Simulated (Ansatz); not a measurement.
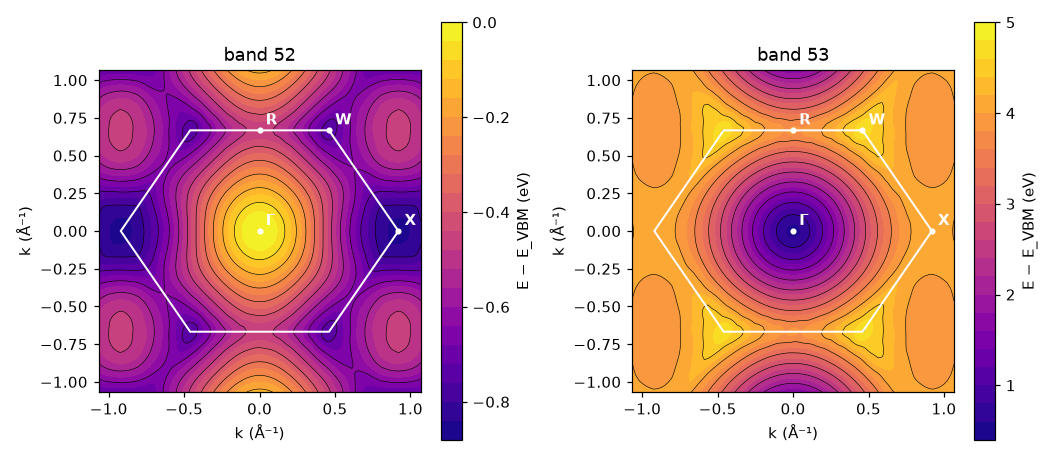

Two bands of SnO2 (Imma) over the plane through Γ, X and R: the highest mostly filled and the lowest mostly empty one.

Method: Ansatz 0.2.0, DFT PBEsol, scalar-relativistic, plane waves, PAW; levels and slopes on a dense k mesh at the converged density. No spin polarisation. k mesh for the levels: 16×16×16. Cell and positions as given, without relaxation (residual pressure −7 GPa). The cell comes from a database of computed structures, not from a measurement.

**Give both levels and their distance at the named points.**

| point | lower band (eV) | upper band (eV) | distance (eV) |
| --- | --- | --- | --- |
| Γ | 0.00 | 0.53 | 0.53 |
| X | −0.85 | 4.15 | 5.00 |
| R | −0.47 | 3.89 | 4.36 |
| W | −0.77 | 4.85 | 5.62 |

**Where are the band edges of the whole zone?**

The valence band has one maximum at Γ, principal masses 1.29, 1.29 and 1.83 mₑ; the conduction band has one minimum at Γ, principal masses 0.15, 0.16 and 0.16 mₑ. The gap is direct, 0.53 eV at this level of theory, which underestimates gaps and can reorder valleys that lie close.

Spin-orbit coupling, left out here, can change the gap, its kind, the place of the band edges and the masses, since the compound holds Sn.
